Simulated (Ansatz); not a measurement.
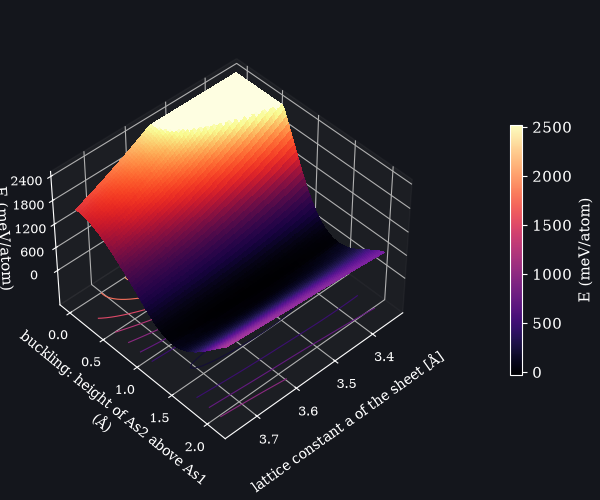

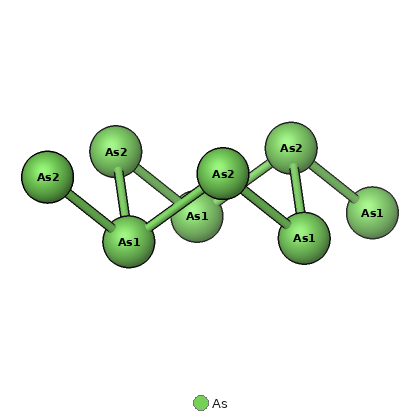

Energy landscape of a two-dimensional sheet of As (2 atoms in the cell). The lattice constant and the buckling of a sheet are varied, nothing relaxed. Coordinates scanned: (1) lattice constant a of the sheet (both vectors scaled alike); (2) buckling: height of As2 above As1. Grid: 8 × 8 points. Points are written as (first, second). Energies are in meV/atom, from the lowest grid point. Level of theory: DFT PBE+D3(BJ), scalar-relativistic, plane waves, PAW (Ansatz 0.2.0). Settings: cutoff 420 eV, k-mesh 9×9×1, gaussian smearing 0.02 eV, no spin polarisation.

The picture shows a relief with its contours projected below, any walls above the top of the colour scale cut off. Between grid points the surface is interpolated. The second picture is the structure at the lowest point.

> Summarise what can be read from the map.

The lowest grid point is at (3.521 Å, 1.497 Å). The highest grid point, (3.348 Å, 0.000 Å), lies 4360 meV/atom above the lowest.

Each point was launched as `ansatz run input.yaml --threads 1 --pin off --max-ram 3072MiB --backend cpu --events-out ev --progress --plain --runs-dir out`. The whole map (64 points run) took 5.6 min on 1 thread of Intel(R) Xeon(R) Platinum 8375C CPU @ 2.90GHz (Ice Lake), with other jobs on the host.
